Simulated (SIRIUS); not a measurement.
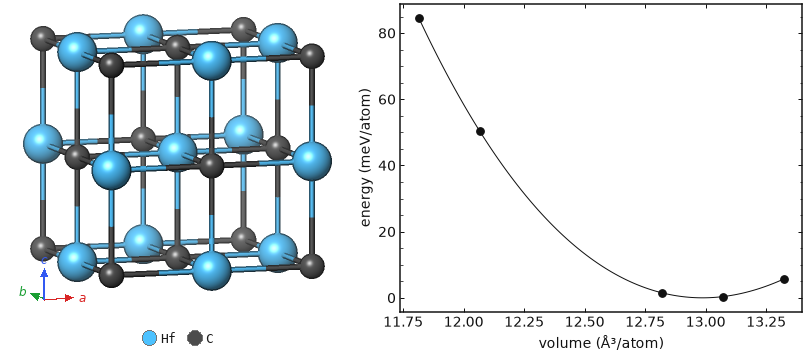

The plot gives the computed energy against volume for HfC, space group Fm-3m (No. 225). The conventional cell is drawn beside the plot.

Structure:
```
Hf C
1.0
     0.00000    2.32500    2.32500
     2.32500    0.00000    2.32500
     2.32500    2.32500    0.00000
Hf C
1 1
Direct
  0.50000 0.50000 0.50000
  0.00000 0.00000 0.00000
```

Computed with SIRIUS 7.12.0: all-electron LAPW DFT, no spin polarisation; energies at scaled volumes of the given cell, shape and fractions fixed, counted from the fit's minimum, third-order Birch-Murnaghan fit. Level: BLYP.

k mesh 10×10×10; occupations Fermi–Dirac; smearing width 0.05 eV; potentials all electron FP LAPW; program settings basis apw+lo standard, gk cutoff 4.28 1/bohr, pw cutoff 22 1/bohr.

This calculation gives: equilibrium volume 12.99 Å³/atom and bulk modulus 219 GPa.

Now the level changes from BLYP to WC. How do these quantities change?

The equilibrium volume falls from 12.99 to 12.27 Å³/atom (−5.5 %) and the bulk modulus rises from 219 to 247 GPa (+13 %).

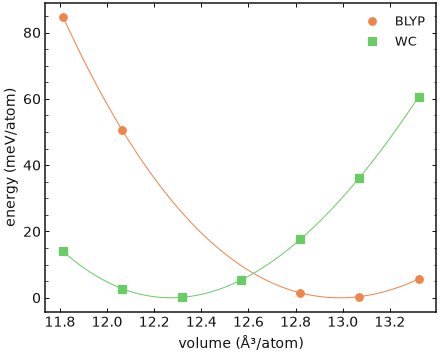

The two results together.

V0 and the bulk modulus come from third-order Birch–Murnaghan fits.
